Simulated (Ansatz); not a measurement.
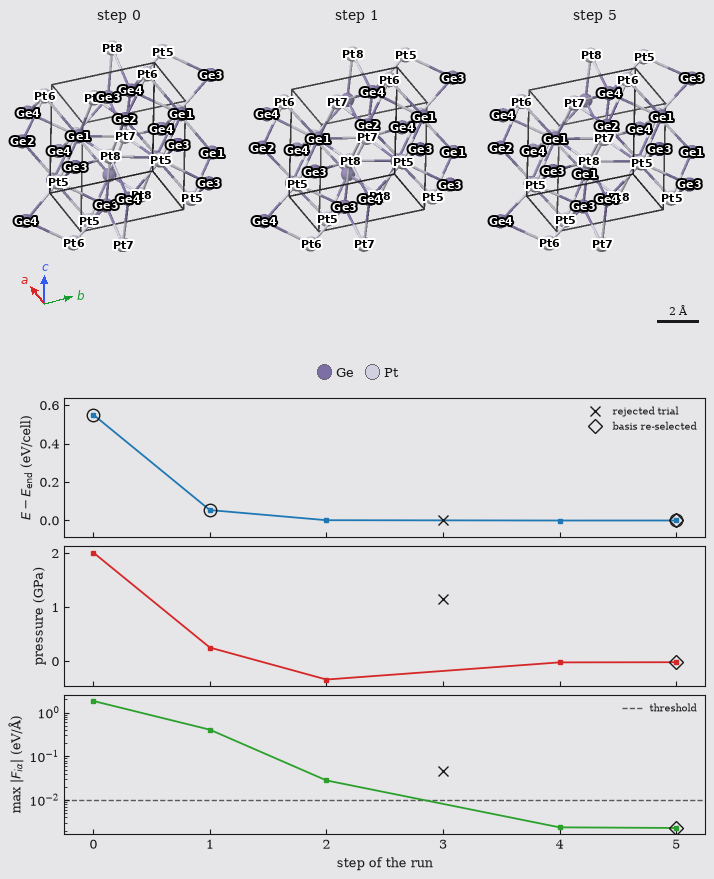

Frames of a relaxation of a crystal of GePt (set up in P1), marked on the history of the run. The picture is a ball-and-stick view of the cell of the calculation, reduced to other axes, seen from a free direction. Lengths and directions refer to the drawn axes.

Case: all atoms moved at random, sigma 0.05 Å for each component, cell strained at random, sigma 0.03; relaxed back.

The calculation used Ansatz 0.2.0, DFT PBEsol, scalar-relativistic, plane waves, PAW. Set-up: plane-wave cutoff 420 eV; k-point mesh 6 × 10 × 6; occupations gaussian; smearing width 0.15 eV; no spin polarisation; cell and atoms relaxed; force threshold 0.01 eV/Å; at most 80 steps.

Q: Describe the path.

A: Ge2 moves most relative to the cell: 0.13 Å roughly along [−3 1 −1]. By element the largest moves are Ge 0.13 Å, Pt 0.11 Å. Cell: a 3.829 → 3.702 Å (−3.3 %), b 5.546 → 5.741 Å (+3.5 %), c 6.123 → 6.091 Å (−0.5 %), α 89.0° → 90.0°, β 86.8° → 90.0°, γ 89.8° → 90.0°. Volume −0.3 %. Some distances before and after: Ge2–Pt5 2.718 → 2.524 Å, Ge1–Pt8 2.306 → 2.487 Å, Ge2–Pt8 2.497 → 2.660 Å, Ge4–Pt8 2.796 → 2.638 Å. Among the angles between lasting bonds that change: Pt6–Ge4–Pt8 112.2° → 119.2°, Ge1–Pt7–Ge3 93.7° → 86.8°, Ge3–Pt8–Ge4 65.3° → 71.4°. The space group (tolerance 0.01 Å) goes from P1 (No. 1) to Pnma (No. 62). The energy falls by 0.551 eV per cell of the calculation in 3 accepted moves (5 points after the start). The largest force component goes from 1.8 to 0.0023 eV/Å. The pressure goes from 2.01 to −0.02 GPa. The line search rejected the trial step at point 3 of the run. At 1 point the geometry stayed and the basis and grid were re-selected for the new cell (energy shift of 0.1 meV per cell of the calculation at most each time). The run took 5 min on 2 threads of Intel(R) Xeon(R) 6975P-C (Granite Rapids), on a shared host, peak memory 1.4 GiB. From step 0 to 1: Ge and Pt atoms move most (0.10 Å), energy −0.497 eV per cell of the calculation. From step 1 to 5: Ge2 moves most (0.06 Å), volume −0.4 %, energy −54.3 meV per cell of the calculation.

| step | E − E(0), meV/atom | largest force component, eV/Å | pressure, GPa | volume, Å³/atom | note |
| --- | --- | --- | --- | --- | --- |
| 0 | 0.00 | 1.8451 | 2.01 | 16.225 |  |
| 1 | -62.12 | 0.4070 | 0.25 | 16.239 |  |
| 2 | -68.71 | 0.0281 | -0.34 | 16.221 |  |
| 3 | -68.45 | 0.0472 | 1.16 | 16.072 | rejected |
| 4 | -68.91 | 0.0024 | -0.02 | 16.181 |  |
| 5 | -68.90 | 0.0023 | -0.02 | 16.181 | same geometry, new basis |
